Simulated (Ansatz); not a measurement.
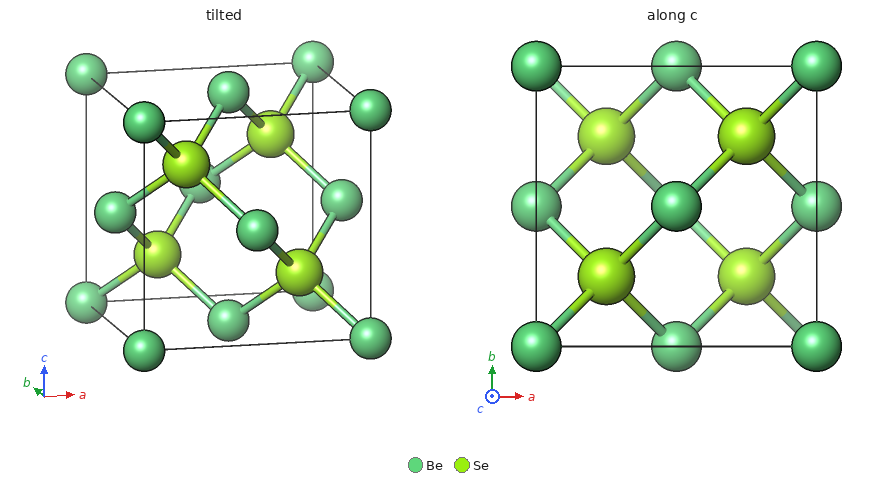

We look at a ball-and-stick model of the crystal slightly off an axis and along the c axis. The box is the conventional unit cell; atoms on or close to its faces, edges and corners are drawn wherever they repeat.

BeSe, space group F-43m (No. 216), a = 5.16 Å, b = 5.16 Å, c = 5.16 Å, α = 90.00°, β = 90.00°, γ = 90.00°.

All computed values are from G0W0 on PBE, plane waves, PAW (Ansatz). Settings: an energy cutoff of 420 eV, k-points about 0.35 Å⁻¹ apart, no spin polarisation.

Question: Metal or not?

Answer: A semiconductor at this level, with a gap of 2.65 eV, indirect; the smallest direct gap is 4.29 eV.

Source of the structure: a structure listed in the Materials Project. Earlier steps of the study may have refined or changed the cell and positions. It went into a calculation with Ansatz.
